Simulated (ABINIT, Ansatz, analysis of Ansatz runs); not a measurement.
# AlN (P6_3mc): the host for defect calculations, part 2 of 3

Aim: the runs on the perfect crystal AlN (P6_3mc) that a defect calculation needs first.

Ansatz 0.2.0; plane-wave PAW DFT, LDA; relaxation of the host's cell and atoms (the session's first sound run).

So far: Starting point; Host cell relaxation.

## Step 3: Defect free supercell on its symmetric sites

This step: plane-wave PAW DFT, LDA; single point of the defect-free supercell (Ansatz 0.2.0).

System of this step: AlN. The cell holds 72 atoms: 36 Al and 36 N. Its edges and angles: a = 9.267 Å, b = 9.267 Å, c = 9.886 Å, α = 90.0°, β = 90.0°, γ = 120.0°.

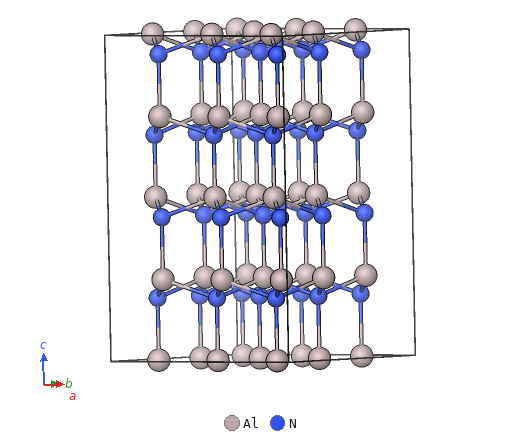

The cell of this step (aluminium light grey, nitrogen blue). Some periodic images of atoms are drawn too.

pristine.point/input.yaml reads:

```yaml
crystal:
  lattice:
    - [9.2665478325, 8.55e-08, 0.0]
    - [-4.6332739903, 8.0250657856, 0.0]
    - [0.0, 0.0, 9.8860872122]
  atoms:
    - { symbol: Al, position: [0.2222222222, 0.1111111111, 0.2495020966] }
    - { symbol: Al, position: [0.1111111111, 0.2222222222, 0.4995020966] }
    - { symbol: "N", position: [0.2222222222, 0.1111111111, 0.4404979034] }
    - { symbol: "N", position: [0.1111111111, 0.2222222222, 0.1904979034] }
    - { symbol: Al, position: [0.2222222222, 0.1111111111, 0.7495020966] }
    - { symbol: Al, position: [0.1111111111, 0.2222222222, 0.9995020966] }
    - { symbol: "N", position: [0.2222222222, 0.1111111111, 0.9404979034] }
    - { symbol: "N", position: [0.1111111111, 0.2222222222, 0.6904979035] }
    - { symbol: Al, position: [0.2222222222, 0.4444444444, 0.2495020966] }
    - { symbol: Al, position: [0.1111111111, 0.5555555556, 0.4995020966] }
    - { symbol: "N", position: [0.2222222222, 0.4444444444, 0.4404979034] }
    - { symbol: "N", position: [0.1111111111, 0.5555555556, 0.1904979034] }
    - { symbol: Al, position: [0.2222222222, 0.4444444444, 0.7495020966] }
    - { symbol: Al, position: [0.1111111111, 0.5555555556, 0.9995020966] }
    - { symbol: "N", position: [0.2222222222, 0.4444444444, 0.9404979034] }
    - { symbol: "N", position: [0.1111111111, 0.5555555556, 0.6904979035] }
    - { symbol: Al, position: [0.2222222222, 0.7777777778, 0.2495020966] }
    - { symbol: Al, position: [0.1111111111, 0.8888888889, 0.4995020966] }
    - { symbol: "N", position: [0.2222222222, 0.7777777778, 0.4404979034] }
    - { symbol: "N", position: [0.1111111111, 0.8888888889, 0.1904979034] }
    - { symbol: Al, position: [0.2222222222, 0.7777777778, 0.7495020966] }
    - { symbol: Al, position: [0.1111111111, 0.8888888889, 0.9995020966] }
    - { symbol: "N", position: [0.2222222222, 0.7777777778, 0.9404979034] }
    - { symbol: "N", position: [0.1111111111, 0.8888888889, 0.6904979035] }
    - { symbol: Al, position: [0.5555555556, 0.1111111111, 0.2495020966] }
    - { symbol: Al, position: [0.4444444444, 0.2222222222, 0.4995020966] }
    - { symbol: "N", position: [0.5555555556, 0.1111111111, 0.4404979034] }
    - { symbol: "N", position: [0.4444444444, 0.2222222222, 0.1904979034] }
    - { symbol: Al, position: [0.5555555556, 0.1111111111, 0.7495020966] }
    - { symbol: Al, position: [0.4444444444, 0.2222222222, 0.9995020966] }
    - { symbol: "N", position: [0.5555555556, 0.1111111111, 0.9404979034] }
    - { symbol: "N", position: [0.4444444444, 0.2222222222, 0.6904979035] }
    - { symbol: Al, position: [0.5555555556, 0.4444444444, 0.2495020966] }
    - { symbol: Al, position: [0.4444444444, 0.5555555556, 0.4995020966] }
    - { symbol: "N", position: [0.5555555556, 0.4444444444, 0.4404979034] }
    - { symbol: "N", position: [0.4444444444, 0.5555555556, 0.1904979034] }
    - { symbol: Al, position: [0.5555555556, 0.4444444444, 0.7495020966] }
    - { symbol: Al, position: [0.4444444444, 0.5555555556, 0.9995020966] }
    - { symbol: "N", position: [0.5555555556, 0.4444444444, 0.9404979034] }
    - { symbol: "N", position: [0.4444444444, 0.5555555556, 0.6904979035] }
    - { symbol: Al, position: [0.5555555556, 0.7777777778, 0.2495020966] }
    - { symbol: Al, position: [0.4444444444, 0.8888888889, 0.4995020966] }
    - { symbol: "N", position: [0.5555555556, 0.7777777778, 0.4404979034] }
    - { symbol: "N", position: [0.4444444444, 0.8888888889, 0.1904979034] }
    - { symbol: Al, position: [0.5555555556, 0.7777777778, 0.7495020966] }
    - { symbol: Al, position: [0.4444444444, 0.8888888889, 0.9995020966] }
    - { symbol: "N", position: [0.5555555556, 0.7777777778, 0.9404979034] }
    - { symbol: "N", position: [0.4444444444, 0.8888888889, 0.6904979035] }
    - { symbol: Al, position: [0.8888888889, 0.1111111111, 0.2495020966] }
    - { symbol: Al, position: [0.7777777778, 0.2222222222, 0.4995020966] }
    - { symbol: "N", position: [0.8888888889, 0.1111111111, 0.4404979034] }
    - { symbol: "N", position: [0.7777777778, 0.2222222222, 0.1904979034] }
    - { symbol: Al, position: [0.8888888889, 0.1111111111, 0.7495020966] }
    - { symbol: Al, position: [0.7777777778, 0.2222222222, 0.9995020966] }
    - { symbol: "N", position: [0.8888888889, 0.1111111111, 0.9404979034] }
    - { symbol: "N", position: [0.7777777778, 0.2222222222, 0.6904979035] }
    - { symbol: Al, position: [0.8888888889, 0.4444444444, 0.2495020966] }
    - { symbol: Al, position: [0.7777777778, 0.5555555556, 0.4995020966] }
    - { symbol: "N", position: [0.8888888889, 0.4444444444, 0.4404979034] }
    - { symbol: "N", position: [0.7777777778, 0.5555555556, 0.1904979034] }
    - { symbol: Al, position: [0.8888888889, 0.4444444444, 0.7495020966] }
    - { symbol: Al, position: [0.7777777778, 0.5555555556, 0.9995020966] }
    - { symbol: "N", position: [0.8888888889, 0.4444444444, 0.9404979034] }
    - { symbol: "N", position: [0.7777777778, 0.5555555556, 0.6904979035] }
    - { symbol: Al, position: [0.8888888889, 0.7777777778, 0.2495020966] }
    - { symbol: Al, position: [0.7777777778, 0.8888888889, 0.4995020966] }
    - { symbol: "N", position: [0.8888888889, 0.7777777778, 0.4404979034] }
    - { symbol: "N", position: [0.7777777778, 0.8888888889, 0.1904979034] }
    - { symbol: Al, position: [0.8888888889, 0.7777777778, 0.7495020966] }
    - { symbol: Al, position: [0.7777777778, 0.8888888889, 0.9995020966] }
    - { symbol: "N", position: [0.8888888889, 0.7777777778, 0.9404979034] }
    - { symbol: "N", position: [0.7777777778, 0.8888888889, 0.6904979035] }
basis:
  ecutwfc: 420
  xc_grid: 2
hamiltonian:
  xc: lda
kpoints:
  mp_grid: { grid: [1, 1, 1], shift: [0.25, 0.25, 0.25] }
scf:
  occupations: { method: fermi_dirac, width: 0.01 }
  max_iter: 80
output:
  forces: true
```

The run is started by

```console
> ansatz run input.yaml --threads 4 --pin off --max-ram 15073MiB --backend cpu --events-out ev --progress --plain --runs-dir out
```

Numbers of over 12 decimals in the logs are rounded to 6 here.

The program printed:

```text
[...]
Crystal: 72 atoms, lattice volume = 735.175 Å³
Basis set: ecut = 420 eV, 14445 PW (Γ), exchange–correlation on 128×128×144 points (8 copies of the dense FFT grid, shifted against one another)
Bands: 216, of which v1, the nominal top of the filled ones, is band 144 counted from 1 (143 counted from 0)
Symmetry: 36 space group operations
k-points: 1
[...]
SCF iter   1: F=—  HF=-32036.257455 eV  |F-HF|=—  |Δ(HF+E_count)|=         —  Δρ=1.06e-2  dr2=9.35e-1  ethr=1.77e-3  ⟨swp⟩=6.0  Hψ=988  notcnv=0  defer=21
[...]
SCF iter   3: F=—  HF=-32035.963848 eV  |F-HF|=—  |Δ(HF+E_count)|=   1.40e-2  Δρ=1.60e-3  dr2=1.08e-2  ethr=1.54e-5  ⟨swp⟩=2.0  Hψ=153  notcnv=0  defer=14
automatic band count: iteration 3 solves 166 bands in place of 216: the levels show a gap, and the empty bands left out lie too high to hold charge; the band table lists the bands solved (type scf.n_extra_bands for more)
SCF iter   4: F=—  HF=-32035.959708 eV  |F-HF|=—  |Δ(HF+E_count)|=   4.14e-3  Δρ=1.40e-4  dr2=7.77e-5  ethr=3.74e-6  ⟨swp⟩=3.0  Hψ=296  notcnv=0  defer=14
[...]
SCF iter   6: F=-32035.960252 eV  HF=-32035.960252 eV  |F-HF|=3.25e-9  |Δ(HF+E_count)|=   1.11e-6  Δρ=2.20e-6  dr2=2.28e-8  ethr=2.55e-10  ⟨swp⟩=4.0  Hψ=543  notcnv=0
SCF 1 converged in 6 iterations: F = -32035.960252 eV  dr2 = 2.28e-8
[...]
SCF converged after 6 iterations
Free energy (F): -32035.960252 eV
[...]
Internal energy: -32035.960252 eV  (E = F + TS)
E sigma→0 (E₀):  -32035.960252 eV
Fermi energy:    9.583810 eV
[...]
--- Forces (eV/Å), atoms counted from 1 ---
  atom   1  Al    -0.02894743     0.01677820     0.02312765
  atom   2  Al     0.02900406    -0.01668011     0.02312765
  atom   3  N     -0.04244957     0.02444277    -0.02312725
  atom   4  N      0.04239284    -0.02454102    -0.02312725
  atom   5  Al    -0.02894743     0.01677820     0.02312765
  atom   6  Al     0.02900406    -0.01668011     0.02312765
  atom   7  N     -0.04244957     0.02444277    -0.02312725
  atom   8  N      0.04239284    -0.02454102    -0.02312725
  atom   9  Al    -0.02894743     0.01677820     0.02312765
  atom  10  Al     0.02900406    -0.01668011     0.02312765
  atom  11  N     -0.04244957     0.02444277    -0.02312725
  atom  12  N      0.04239284    -0.02454102    -0.02312725
  atom  13  Al    -0.02894743     0.01677820     0.02312765
  atom  14  Al     0.02900406    -0.01668011     0.02312765
  atom  15  N     -0.04244957     0.02444277    -0.02312725
  atom  16  N      0.04239284    -0.02454102    -0.02312725
  atom  17  Al    -0.02894743     0.01677820     0.02312765
  atom  18  Al     0.02900406    -0.01668011     0.02312765
  atom  19  N     -0.04244957     0.02444277    -0.02312725
  atom  20  N      0.04239284    -0.02454102    -0.02312725
  atom  21  Al    -0.02894743     0.01677820     0.02312765
  atom  22  Al     0.02900406    -0.01668011     0.02312765
  atom  23  N     -0.04244957     0.02444277    -0.02312725
  atom  24  N      0.04239284    -0.02454102    -0.02312725
  atom  25  Al    -0.02894743     0.01677820     0.02312765
  atom  26  Al     0.02900406    -0.01668011     0.02312765
  atom  27  N     -0.04244957     0.02444277    -0.02312725
  atom  28  N      0.04239284    -0.02454102    -0.02312725
  atom  29  Al    -0.02894743     0.01677820     0.02312765
  atom  30  Al     0.02900406    -0.01668011     0.02312765
  atom  31  N     -0.04244957     0.02444277    -0.02312725
  atom  32  N      0.04239284    -0.02454102    -0.02312725
  atom  33  Al    -0.02894743     0.01677820     0.02312765
  atom  34  Al     0.02900406    -0.01668011     0.02312765
  atom  35  N     -0.04244957     0.02444277    -0.02312725
  atom  36  N      0.04239284    -0.02454102    -0.02312725
  atom  37  Al    -0.02894743     0.01677820     0.02312765
  atom  38  Al     0.02900406    -0.01668011     0.02312765
  atom  39  N     -0.04244957     0.02444277    -0.02312725
  atom  40  N      0.04239284    -0.02454102    -0.02312725
[...]
atom  61  Al    -0.02894743     0.01677820     0.02312765
  atom  62  Al     0.02900406    -0.01668011     0.02312765
  atom  63  N     -0.04244957     0.02444277    -0.02312725
  atom  64  N      0.04239284    -0.02454102    -0.02312725
  atom  65  Al    -0.02894743     0.01677820     0.02312765
  atom  66  Al     0.02900406    -0.01668011     0.02312765
  atom  67  N     -0.04244957     0.02444277    -0.02312725
  atom  68  N      0.04239284    -0.02454102    -0.02312725
  atom  69  Al    -0.02894743     0.01677820     0.02312765
  atom  70  Al     0.02900406    -0.01668011     0.02312765
  atom  71  N     -0.04244957     0.02444277    -0.02312725
  atom  72  N      0.04239284    -0.02454102    -0.02312725
  max |Σ_I F_I| component: 1.45e-5 eV/Å
```

It took 4.9 s on 4 threads of Arm Neoverse V1, shared host; peak memory 1 GiB.

(Continued in part 3 of 3.)

[Logs are printed without paths, hosts, clocks, repeated set-up lines and the standing remarks that a program may print on its own settings, such as how far it seeks lower states.]

[Hosts, paths, dates, database ids (printed as entryN), source tags and the programs' standing remarks are cut or masked in the printed files.]

[Runs of the host that timed out are not shown.]

[For some hosts the program warned that the k-mesh of the response run may be too coarse for force constants and the static dielectric constant; such warnings are not always shown.]
